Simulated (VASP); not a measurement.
Band-structure run, with input and output: ZnS (part 2 of 2)

ZnS (F-43m, 2 atoms in the cell); Kohn-Sham DFT of a periodic cell, r2SCAN, VASP PAW PBE potentials, recommended, no spin polarisation (VASP 6.6.1); cutoff 520 eV, 10×10×10 k-mesh, Gaussian smearing of 0.03 eV. The structure derives from an entry of the Crystallography Open Database.

Geometry of the input (Å; fractional positions):
```
0.0000  2.6803  2.6803
2.6803  0.0000  2.6803
2.6803  2.6803  0.0000
Zn 0.2500  0.2500  0.2500
S  0.0000  0.0000  0.0000
```

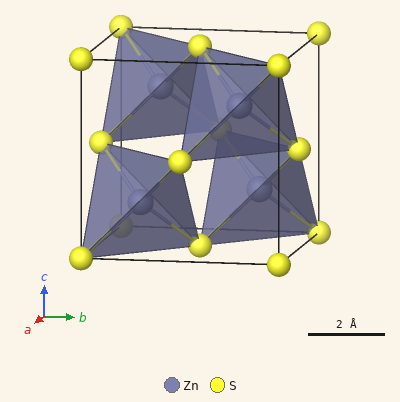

The input geometry (polyhedral view of the cell 4 times as large as that of the calculation, set on its symmetry axes, seen slightly off an axis; polyhedra are completed across the faces of the cell).

**Parts of OUTCAR, continued**
```
 Subroutine INISYM returns: Found 24 space group operations
 (whereof 24 operations are pure point group operations),
 and found     1 'primitive' translations

----------------------------------------------------------------------------------------

                                     Primitive cell

  volume of cell :      38.5119

  direct lattice vectors                    reciprocal lattice vectors
     0.000000000  2.680331439  2.680331439    -0.186544094  0.186544094  0.186544094
     2.680331439  0.000000000  2.680331439     0.186544094 -0.186544094  0.186544094
     2.680331439  2.680331439  0.000000000     0.186544094  0.186544094 -0.186544094

  length of vectors
     3.790561072  3.790561072  3.790561072     0.323103849  0.323103849  0.323103849

  position of ions in fractional coordinates (direct lattice)
     0.250000000  0.250000000  0.250000000
     0.000000000  0.000000000  0.000000000

  ion indices of the primitive-cell ions
   primitive index   ion index
                 1           1
                 2           2

----------------------------------------------------------------------------------------

 KPOINTS: Automatic mesh

Automatic generation of k-mesh.
 Grid dimensions read from file:
 generate k-points for:   10   10   10

 Generating k-lattice:

  Cartesian coordinates                     Fractional coordinates (reciprocal lattice)
    -0.018654409  0.018654409  0.018654409     0.100000000  0.000000000  0.000000000
     0.018654409 -0.018654409  0.018654409     0.000000000  0.100000000  0.000000000
     0.018654409  0.018654409 -0.018654409     0.000000000  0.000000000  0.100000000

  Length of vectors
     0.032310385  0.032310385  0.032310385

  Shift w.r.t. Gamma in fractional coordinates (k-lattice)
     0.000000000  0.000000000  0.000000000

 Subroutine IBZKPT returns following result:
 ===========================================

 Found     47 irreducible k-points:

 Following reciprocal coordinates:
            Coordinates               Weight
  0.000000  0.000000  0.000000      1.000000
  0.100000  0.000000  0.000000      8.000000
  0.200000  0.000000  0.000000      8.000000
  0.300000  0.000000  0.000000      8.000000
  0.400000  0.000000  0.000000      8.000000
  0.500000  0.000000  0.000000      4.000000
  0.100000  0.100000  0.000000      6.000000
  0.200000  0.100000  0.000000     24.000000
  0.300000  0.100000  0.000000     24.000000
  0.400000  0.100000  0.000000     24.000000
  0.500000  0.100000  0.000000     24.000000
 -0.400000  0.100000  0.000000     24.000000
 -0.300000  0.100000  0.000000     24.000000
 -0.200000  0.100000  0.000000     24.000000
 -0.100000  0.100000  0.000000     12.000000
  0.200000  0.200000  0.000000      6.000000
  0.300000  0.200000  0.000000     24.000000
  0.400000  0.200000  0.000000     24.000000
  0.500000  0.200000  0.000000     24.000000
 -0.400000  0.200000  0.000000     24.000000
 -0.300000  0.200000  0.000000     24.000000
 -0.200000  0.200000  0.000000     12.000000
  0.300000  0.300000  0.000000      6.000000
  0.400000  0.300000  0.000000     24.000000
 [... further k-points ...]
   k-points           NKPTS =     47   k-points in BZ     NKDIM =     47   number of bands    NBANDS=     13
   number of dos      NEDOS =    301   number of ions     NIONS =      2
   total plane-waves  NPLWV =  21952
   dimension x,y,z NGX =    28 NGY =   28 NGZ =   28
   dimension x,y,z NGXF=    56 NGYF=   56 NGZF=   56
   ions per type =               1   1
   NGX,Y,Z   is equivalent  to a cutoff of  12.28, 12.28, 12.28 a.u.
   NGXF,Y,Z  is equivalent  to a cutoff of  24.56, 24.56, 24.56 a.u.
 SYSTEM =  ZnS
   PREC   = accura    normal or accurate (medium, high low for compatibility)
   ISTART =      0    job   : 0-new  1-cont  2-samecut
   ICHARG =      2    charge: 1-file 2-atom 10-const
   ISPIN  =      1    spin polarized calculation?
   LNONCOLLINEAR =      F non collinear calculations
   LSORBIT =      F    spin-orbit coupling
   LASPH  =      T    aspherical Exc in radial PAW
   ENCUT  =  520.0 eV  38.22 Ry    6.18 a.u.   7.05  7.05  7.05*2*pi/ulx,y,z
   NELM   =     80;   NELMIN=  2; NELMDL= -5     # of ELM steps
   EDIFF  = 0.1E-06   stopping-criterion for ELM
   LREAL  =      F    real-space projection
   EDIFFG = 0.1E-05   stopping-criterion for IOM
   NSW    =      0    number of steps for IOM
   IBRION =     -1    ionic relax: 0-MD 1-quasi-New 2-CG
   NFREE  =      0    steps in history (QN), initial steepest desc. (CG)
   ISIF   =      2    stress and relaxation
   ISYM   =      2    0-nonsym 1-usesym 2-fastsym
   POTIM  = 0.5000    time-step for ionic-motion
   TEBEG  =    0.0;   TEEND  =   0.0 temperature during run
   PSTRESS=    0.0 pullay stress
   NELECT =      18.0000    total number of electrons
   NUPDOWN=      -1.0000    fix difference up-down
   EMIN   =  10.00;   EMAX   =-10.00  energy-range for DOS
   EFERMI =   0.00;   METHOD = LEGACY
   ISMEAR =     0;   SIGMA  =   0.03  broadening in eV -4-tet -1-fermi 0-gaus
   EFERMI_NEDOS =   21; number of points for ismear=-14 and -15
   IALGO  =     38    algorithm
   IMIX   =      4    mixing-type and parameters
     AMIX     =   0.40;   BMIX     =  1.00
     AMIX_MAG =   1.60;   BMIX_MAG =  1.00
  volume/ion in A,a.u.               =      19.26       129.95
  Fermi-wavevector in a.u.,A,eV,Ry     =   1.270478  2.400855 21.961361  1.614114
  Thomas-Fermi vector in A             =   2.403463
   LORBIT       =      0    0 simple, 1 ext, 2 COOP (PROOUT), +10 PAW based schemes
   METAGGA = R2SCAN    functional components
   LHFCALC =     F    Hartree Fock is set to
   AEXX    =    0.0000 exact exchange contribution
   IVDW    =     0    specifies the selected vdW correction
   LEPSILON=     F    determine dielectric tensor
   LRPA    =     F    only Hartree local field effects (RPA)
 non-spin polarized calculation
 Gauss-broadening in eV      SIGMA  =   0.03
  energy-cutoff  :      520.00
  volume of cell :       38.51
 maximum number of plane-waves:      1056
   NGX = 15   NGY = 15   NGZ = 15

 number of electron      18.0000015 magnetization

 Free energy of the ion-electron system (eV)
  ---------------------------------------------------
  ext. energy  EPLUGINS =         0.00000000
  ---------------------------------------------------
  free energy    TOTEN  =       -18.86403764 eV

  energy without entropy =      -18.86403764  energy(sigma->0) =      -18.86403764

 E-fermi :   2.2288     XC(G=0): -10.4071     alpha+bet : -8.2540

 val. band max:        2.0609696646   @ k =   0.0000   0.0000   0.0000
 cond. band min:       4.8494955237   @ k =   0.0000   0.0000   0.0000
 fundamental gap:      2.7885258591
 Fermi energy:         2.2288420433

 k-point     1 :       0.0000    0.0000    0.0000
  band No.  band energies     occupation
      1     -11.7916      2.00000
      2      -4.5380      2.00000
      3      -4.5380      2.00000
      4      -4.5380      2.00000
      5      -3.9606      2.00000
      6      -3.9606      2.00000
      7       2.0609      2.00000
      8       2.0610      2.00000
      9       2.0610      2.00000
     10       4.8495      0.00000
     11       8.9440      0.00000
     12       8.9442      0.00000
     13       8.9442      0.00000

 k-point     2 :       0.1000    0.0000    0.0000
  band No.  band energies     occupation
      1     -11.7110      2.00000
      2      -4.5379      2.00000
      3      -4.5227      2.00000
      4      -4.5227      2.00000
      5      -3.9619      2.00000
      6      -3.9619      2.00000
      7       1.2895      2.00000
      8       1.9576      2.00000
      9       1.9576      2.00000
     10       5.4298      0.00000
     11       8.8600      0.00000
     12       9.1266      0.00000
     13       9.1268      0.00000

 k-point     3 :       0.2000    0.0000    0.0000
  band No.  band energies     occupation
      1     -11.4885      2.00000
      2      -4.5187      2.00000
      3      -4.4846      2.00000
      4      -4.4846      2.00000
      5      -3.9620      2.00000
      6      -3.9619      2.00000
      7      -0.1228      2.00000
      8       1.7062      2.00000
      9       1.7062      2.00000
     10       6.0673      0.00000
     11       9.1435      0.00000
     12       9.4823      0.00000
     13       9.4825      0.00000

 k-point     4 :       0.3000    0.0000    0.0000
  band No.  band energies     occupation
      1     -11.1860      2.00000
      2      -4.4431      2.00000
      3      -4.4431      2.00000
      4      -4.4256      2.00000
      5      -3.9534      2.00000
      6      -3.9534      2.00000
      7      -1.5396      2.00000
      8       1.4247      2.00000
      9       1.4248      2.00000
     10       6.1190      0.00000
     11       9.6130      0.00000
     12       9.6132      0.00000
     13      10.1629      0.00000

 k-point     5 :       0.4000    0.0000    0.0000
  band No.  band energies     occupation
      1     -10.9131      2.00000
      2      -4.4156      2.00000
      3      -4.4156      2.00000
      4      -4.1717      2.00000
      5      -3.9376      2.00000
      6      -3.9376      2.00000
      7      -2.7386      2.00000
      8       1.2141      2.00000
      9       1.2142      2.00000
     10       5.9872      0.00000
     11       9.5081      0.00000
     12       9.5082      0.00000
     13      11.2000      0.00000

 [... the levels of 18 k-points are left out ...]

 k-point    24 :       0.4000    0.3000    0.0000
  band No.  band energies     occupation
      1     -10.7667      2.00000
      2      -4.5522      2.00000
      3      -4.2652      2.00000
      4      -4.2538      2.00000
      5      -3.9398      2.00000
      6      -3.8980      2.00000
      7      -1.7893      2.00000
      8      -0.0466      2.00000
      9       0.1681      2.00000
     10       6.4623      0.00000
     11       7.2335      0.00000
     12      11.5399      0.00000
     13      12.5075      0.00000

 [... further k-points ...]

------------------------ aborting loop because EDIFF is reached ----------------------------------------

  FORCE on cell =-STRESS in cart. coord.  units (eV):
  Direction    XX          YY          ZZ          XY          YZ          ZX
  --------------------------------------------------------------------------------------
  -------------------------------------------------------------------------------------
  Total        0.3111308      0.3111308      0.3111308     -0.0000000     -0.0000000      0.0000000
  in kB       12.9436879     12.9436879     12.9436879     -0.0000000     -0.0000000      0.0000000
  external PRESSURE =      12.9436879 kB  Pullay stress =       0.0000000 kB

 VOLUME and BASIS-vectors are now :
 -----------------------------------------------------------------------------
  energy-cutoff  :      520.00
  volume of cell :       38.51
      direct lattice vectors                 reciprocal lattice vectors
     0.000000000  2.680331439  2.680331439    -0.186544094  0.186544094  0.186544094
     2.680331439  0.000000000  2.680331439     0.186544094 -0.186544094  0.186544094
     2.680331439  2.680331439  0.000000000     0.186544094  0.186544094 -0.186544094

 POSITION                                       TOTAL-FORCE (eV/Angst)
 -----------------------------------------------------------------------------------
      1.34017      1.34017      1.34017        -0.000000     -0.000000     -0.000000
      0.00000      0.00000      0.00000         0.000000      0.000000      0.000000
 -----------------------------------------------------------------------------------
    total drift:                               -0.000011     -0.000011     -0.000010

  FREE ENERGIE OF THE ION-ELECTRON SYSTEM (eV)
  ---------------------------------------------------
  free  energy   TOTEN  =       -18.8640376397 eV

  energy  without entropy=      -18.8640376397  energy(sigma->0) =      -18.86403764
```

**CONTCAR**
```
ZnS
   1.00000000000000
     0.0000000000000000    2.6803314387000001    2.6803314387000001
     2.6803314387000001    0.0000000000000000    2.6803314387000001
     2.6803314387000001    2.6803314387000001    0.0000000000000000
  Zn              S
     1     1
Direct
     0.2500000000000000    0.2500000000000000    0.2500000000000000
     0.0000000000000000    0.0000000000000000    0.0000000000000000

  0.00000000E+00  0.00000000E+00  0.00000000E+00
  0.00000000E+00  0.00000000E+00  0.00000000E+00
```

**Summary**

```csv
quantity,value
outcome,converged
space group (tolerance 0.01 Å),F-43m (216)
electrons treated,18
free energy,−18.8640 eV
Fermi energy of the self-consistent step,2.229 eV
gap on the k-point mesh,2.79 eV
gap on the band path,2.79 eV
pressure,1.29 GPa
largest force (length of the vector),under 0.001 eV/Å
wall time,2.3 min
peak memory,0.19 GiB
```
